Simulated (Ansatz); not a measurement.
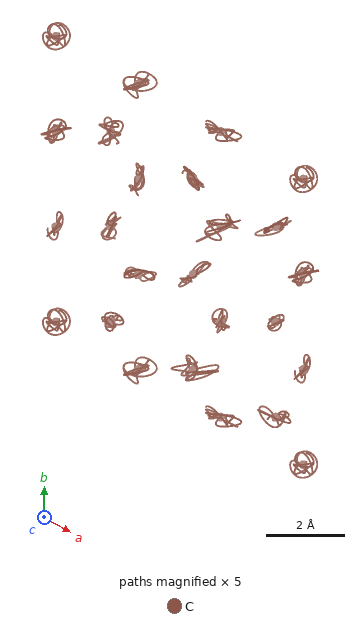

First-principles dynamics of a slab of graphene monolayer (18 atoms in the cell), 170 fs long. Lines trace each atom's path, in the colour of its element; spheres stand at the starting positions. The excursions are magnified 5 times. Seen along the c axis in the simulation cell, with the vacuum cut short.

The calculation used Ansatz, DFT PBEsol, scalar-relativistic, plane waves, PAW. Run with plane-wave cutoff 420 eV; k-point mesh 2 × 2 × 1; Fermi-Dirac smearing 0.05 eV; low-accuracy preset; Nosé-Hoover thermostat (NVT); set temperature 900 K; time step 1 fs; thermostat time 200.0 fs.

**What do the traces tell about the motion?**

In the second half of the run the atoms are, in the root-mean-square, this far from where they began (common drift taken out): C 0.07 Å. That is small against the typical shortest distance between atoms in the first frame, about 1.4 Å: the atoms vibrate about their sites and the arrangement holds. The conserved quantity stays between 0 and 1.2 meV per atom of its start. A straight-line fit has a slope that amounts to +0.13 meV per atom over 170 fs (0.2 % of the mean kinetic energy), and the ripple about it is 1.4 % of the kinetic energy's fluctuation. With a drift under 2 % and a ripple under 7 %, the integration is accurate.

Limits of the set-up: the program's low-accuracy preset was used.
